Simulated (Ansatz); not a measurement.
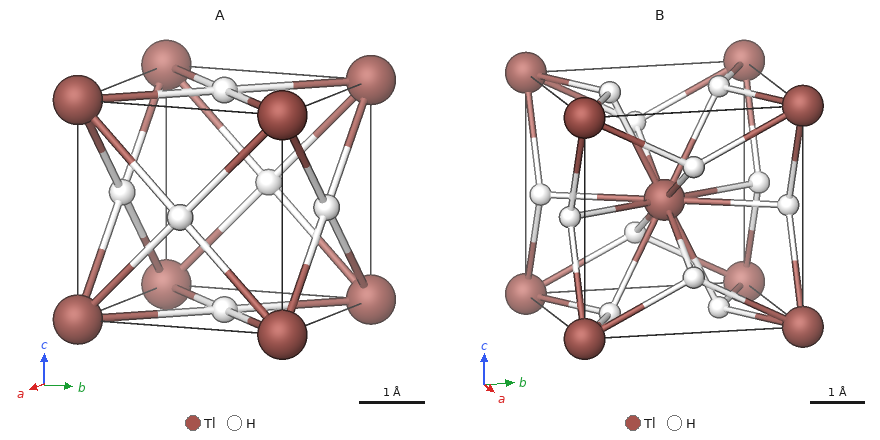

Two structures of TlH3, each relaxed to rest (conventional cells in solid outline, small ones repeated, not to one scale). Method: DFT PBE, scalar-relativistic, plane waves, PAW in Ansatz 0.2.0, without spin polarisation.

Describe A and B.

A: Cu₃Au (L1₂) type, Pm-3m. B: Cr₃Si (A15) type, Pm-3n.

Which structure wins energetically, and by what margin?

B is lower, by 141 meV/atom at this level of theory (energies at zero smearing). Volumes: A 10.4, B 9.4 Å³/atom.

One or both may be structure types tried for this composition rather than known phases.
